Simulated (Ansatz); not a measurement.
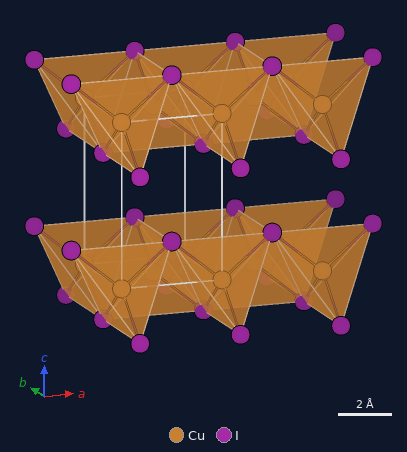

Starting structure of crystalline CuI (set up in P4/nmm). A polyhedral model of the cell of the calculation, repeated 2 × 1 × 1 with one cell outlined, seen slightly off an axis.

Theory: Ansatz 0.2.0, DFT PBEsol, scalar-relativistic, plane waves, PAW.

Input
```yaml
crystal:
  lattice:
    - [4.09019619, 0.0, 0.0]
    - [0.0, 4.09019619, 0.0]
    - [0.0, 0.0, 6.55145804]
  atoms:
    - { symbol: Cu, position: [0.5, 0.5, 0.0] }
    - { symbol: Cu, position: [0.0, 0.0, 0.0] }
    - { symbol: I, position: [0.5, 0.0, 0.25696564] }
    - { symbol: I, position: [0.0, 0.5, 0.74303436] }
basis:
  ecutwfc: 420
kpoints:
  mp_grid: { grid: [8, 8, 4] }
hamiltonian:
  xc: pbesol
scf:
  occupations: { method: gaussian, width: 0.02 }
output:
  forces: true
  stress: true
  eigenvalues: true
relax:
  adjacent_minimum: "off"
  f_tol: 0.005
  max_steps: 80
  cell: { stress_tol: 0.05 }
```

**Predict the outcome.**

The largest moves relative to the cell, 0.030 Å, are those of I3 and I4. I4 goes along −c. Cu stays in place. The volume changes by −5.3 %, with a = b 4.090 → 4.002 Å (−2.2 %), c 6.551 → 6.481 Å (−1.1 %). Near-neighbour distances that change, for instance: Cu1–I3 2.649 → 2.622 Å. The space group stays P4/nmm (No. 129). After 2 accepted moves (3 points after the start) the energy has fallen by 6.3 meV per atom. The largest force component goes from 0.23 to 0.0027 eV/Å. Pressure: −1.67 GPa at the start and 0.02 GPa at the end. At 1 point the geometry stayed and the basis and grid were re-selected for the new cell (energy shift of 0.5 meV per atom at most each time).

History of the run:

| step | E − E(0), meV/atom | largest force component, eV/Å | pressure, GPa | volume, Å³/atom | note |
| --- | --- | --- | --- | --- | --- |
| 0 | 0.00 | 0.2341 | -1.67 | 27.401 |  |
| 1 | -6.17 | 0.1051 | 0.18 | 26.286 |  |
| 2 | -6.81 | 0.0027 | 0.01 | 25.948 |  |
| 3 | -6.34 | 0.0027 | 0.02 | 25.948 | same geometry, new basis |

After the run, drawn alike:

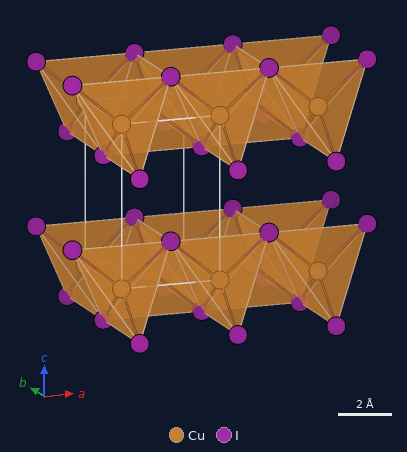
